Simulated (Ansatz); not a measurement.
# Searching the electronic states of Fe, part 2 of 2

Is Fe magnetic at this level, in which order, and do all starts find it? Single-point runs from several starts follow. System: Fe, the measured crystal structure (space group Im-3m, primitive cell doubled); the cell holds 2 atoms. Source: COD entry 9013484; the sample's temperature and pressure aren't taken into account.

Ansatz 0.2.0; DFT PBE, PAW, plane waves, scalar-relativistic.

**8. A moment on one site alone, plain SCF**

The COD cell was measured well above room temperature, so it is larger than a cold one.

input.yaml

```yaml
crystal:
  lattice:
    - [0.0, 0.0, -2.898]
    - [2.898, -2.898, 0.0]
    - [-1.449, -1.449, 1.449]
  atoms:
    - { symbol: Fe, position: [0.0, 0.0, 0.0], spin: 4.0 }
    - { symbol: Fe, position: [0.5, 0.5, 0.0] }
magnetization:
  spin_polarized: true
hamiltonian:
  xc: pbe
  pseudopotentials: { kind: paw }
basis:
  ecutwfc: 420
kpoints:
  mp_grid: { grid: [10, 6, 12] }
scf:
  occupations: { method: gaussian, width: 0.1 }
  lower_state_search: "off"
output:
  forces: true
  stress: true
```

On the command line:

```
$ ansatz run input.yaml --threads 2 --pin off --max-ram 5120MiB --backend cpu --events-out ev --progress --plain --runs-dir out
```

Standard output (excerpt; [...] marks lines left out):

```text
[... 11 lines as in an earlier run ...]
Bands: 22, of which v1, the nominal top of the filled ones, is band 16 counted from 1 (15 counted from 0)
[... 6 lines as in an earlier run ...]
Starting moments: Σ|m| = 4 μB on 1 of 2 sites
[... 2 lines as in an earlier run ...]
SCF iter   1: F=—  HF=-8960.318396 eV  |F-HF|=—  |Δ(HF+E_count)|=         —  Δρ=9.17e-2 (↑9.17e-2 ↓3.54e-2)  dr2=2.68e0  dr2_m=5.61e-1  M=3.483 μB ∫|m|=3.568 μB  β_m=0.30  ethr=3.10e-3  ⟨swp⟩=3.9  Hψ=39192  notcnv=0
[...]
spin-set hold released at iteration 6 (the charge has settled, or the pull on large starting moments outlasts its swing): the magnetisation degrees of freedom join the quasi-Newton model from the next iteration; the mixer history was flushed
[...]
SCF iter  23: F=-8960.910910 eV  HF=-8960.910910 eV  |F-HF|=2.29e-8  |Δ(HF+E_count)|=   2.11e-9  Δρ=5.42e-6 (↑4.23e-6 ↓5.42e-6)  dr2=2.43e-8  dr2_m=4.22e-10  M=4.569 μB ∫|m|=4.851 μB  ethr=1.61e-10  ⟨swp⟩=2.0  Hψ=32334  notcnv=0
[...]
SCF converged after 23 iterations
an eigenvalue changed by more than its tolerance at an iteration that met the thresholds in force, so the SCF went on 1 time: the last check found none over its tolerance
Magnetization: 4.5691 μB (18.2845 up, 13.7155 down)
Absolute magnetization: 4.8507 μB (∫|ρ↑−ρ↓|, with the PAW one-centre terms)
Spin contamination: 0.0915 ħ² per cell (⟨S²⟩ above its minimum at these occupations)
Per-site moments (μB) at R_I (Å): [(2.3461557626315894, 1.0352684183190126), (2.346167701946499, 1.0352684183190126)]
Free energy (F): -8960.910910 eV
[...]
E sigma→0 (E₀):  -8960.905098 eV
Entropy (-TS):   -0.011625 eV (-5.813 meV/atom)
Fermi energy:    16.994666 eV
[... 24 lines left out: energy terms, forces, stress ...]
```

It took 8.2 s on 2 threads of Intel Xeon 6975P-C (Granite Rapids), shared host; peak memory 0.5 GiB.

Nothing new: the 23 iterations lead to the state found in step 2 (ferromagnetic).

**9. Parallel moments, spin not held back in the first iterations, no switch to direct minimisation**

input.yaml: that of step 8 with these lines changed.

```diff
@@ -7,3 +7,3 @@
     - { symbol: Fe, position: [0.0, 0.0, 0.0], spin: 4.0 }
-    - { symbol: Fe, position: [0.5, 0.5, 0.0] }
+    - { symbol: Fe, position: [0.5, 0.5, 0.0], spin: 4.0 }
 magnetization:
@@ -20,2 +20,4 @@
   lower_state_search: "off"
+  algorithm: density_mixing
+  mixing: { spin_hold: "off" }
 output:
@@ -23 +25,5 @@
   stress: true
+  write_density: true
+  write_potential: true
+  elf: true
+  volumetric_format: npy
```

On the command line:

```
$ ansatz run input.yaml --threads 2 --pin off --max-ram 5120MiB --backend cpu --events-out ev --progress --plain --runs-dir out
```

Standard output (excerpt; [...] marks lines left out):

```text
[... 18 lines as in an earlier run ...]
Starting moments: Σ|m| = 8 μB on 2 of 2 sites
[... 2 lines as in an earlier run ...]
[...]
SCF iter   1: F=—  HF=-8959.842770 eV  |F-HF|=—  |Δ(HF+E_count)|=         —  Δρ=1.22e-1 (↑1.22e-1 ↓8.49e-2)  dr2=3.30e-1  dr2_m=2.34e0  M=5.596 μB ∫|m|=5.656 μB  β_m=0.30  ethr=1.03e-3  ⟨swp⟩=1.0  Hψ=58390  notcnv=0
[...]
SCF iter  11: F=-8960.910910 eV  HF=-8960.910910 eV  |F-HF|=1.07e-9  |Δ(HF+E_count)|=   3.66e-9  Δρ=2.61e-6 (↑2.61e-6 ↓2.21e-6)  dr2=1.44e-9  dr2_m=3.45e-10  M=4.569 μB ∫|m|=4.851 μB  ethr=9.66e-11  ⟨swp⟩=5.0  Hψ=55971  notcnv=0
[...]
SCF converged after 11 iterations
an eigenvalue changed by more than its tolerance at an iteration that met the thresholds in force, so the SCF went on 1 time: the last check found none over its tolerance
Magnetization: 4.5691 μB (18.2845 up, 13.7155 down)
Absolute magnetization: 4.8506 μB (∫|ρ↑−ρ↓|, with the PAW one-centre terms)
Spin contamination: 0.0915 ħ² per cell (⟨S²⟩ above its minimum at these occupations)
Per-site moments (μB) at R_I (Å): [(2.346147682650372, 1.0352684183190126), (2.346147682650371, 1.0352684183190126)]
Free energy (F): -8960.910910 eV
[...]
E sigma→0 (E₀):  -8960.905098 eV
Entropy (-TS):   -0.011625 eV (-5.813 meV/atom)
Fermi energy:    16.994699 eV
[... 29 lines left out: energy terms, forces, stress, bands ...]
```

It took 6.6 s on 2 threads of Intel Xeon 6975P-C (Granite Rapids), shared host; peak memory 0.51 GiB.

This is the state of step 2 again (ferromagnetic), after 11 iterations.

**10. Comparing the starts**

```
step  iterations  state  moments of Fe1 Fe2 (μB)  total (μB)  gap (eV)  pressure (GPa)  above lowest (meV/atom)
   2          10      1                2.35 2.35        4.57      none           -11.1                      0.0
   3          10      2               2.17 -2.17        0.00      none           -11.4                      217
   4           6      3                0.00 0.00        0.00      none           -28.3                      606
   5          11      1                2.35 2.35        4.57      none           -11.1                      0.0
   6          14      1                2.35 2.35        4.57      none           -11.1                      0.0
   7          22      2               2.17 -2.17        0.00      none           -11.4                      217
   8          23      1                2.35 2.35        4.57      none           -11.1                      0.0
   9          11      1                2.35 2.35        4.57      none           -11.1                      0.0
```

States are numbered from the lowest. Starts by step: 2 parallel moments, plain SCF; 3 opposed moments +-, plain SCF; 4 no spin polarisation; 5 spin on, no moments given (the program may seed its own), plain SCF; 6 parallel moments scaled by 0.1, plain SCF; 7 moments +- scaled by 0.65, plain SCF; 8 a moment on one site alone, plain SCF; 9 parallel moments, spin not held back in the first iterations, no switch to direct minimisation.

The 8 runs of this session took 41 s in all, from 2.3 s to 8.2 s each.

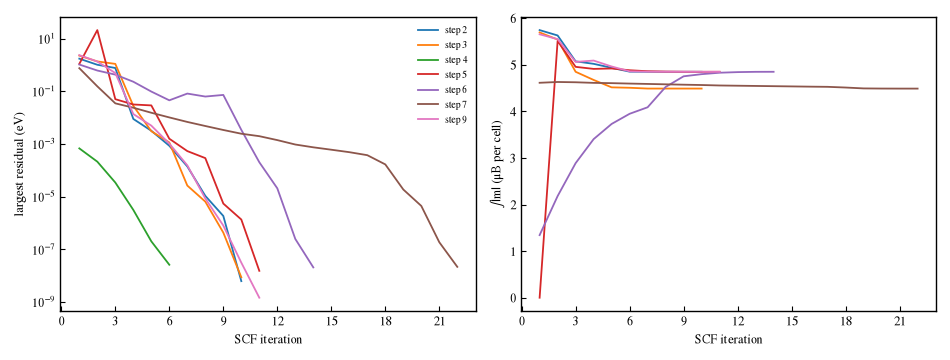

Residual and absolute moment along the iterations (7 of the 8 runs).

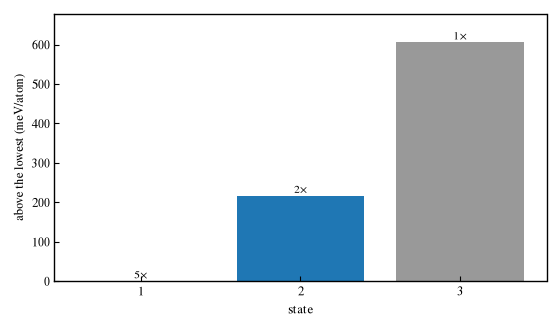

Energy of each distinct state, with the number of starts that reached it (red ferromagnetic, blue opposed moments, grey non-magnetic, green other).

**11. What came out**

What follows sums up all 2 parts.

| quantity | value |
| --- | --- |
| distinct states | 3 from 8 converged runs |
| lowest state from plain starts | ferromagnetic |
| its moments | Fe1 2.35, Fe2 2.35 μB |
| total moment | 4.57 μB per cell |
| gap on the k-mesh | none |
| pressure | -11.1 GPa |
| largest force | 0.000 eV/Å |
| next state | antiferromagnetic, 217 meV/atom higher |
| highest state | non-magnetic (no spin polarisation), 606 meV/atom higher |

The 8 converged runs end in 3 distinct states. Switching spin polarisation off costs 606 meV/atom in free energy, smearing entropy included. The best antiferromagnetic state lies 217 meV/atom above the best ferromagnetic one. A lower state than any found can't be excluded. The mesh has less symmetry than the lattice, which lowers the symmetry of the run.
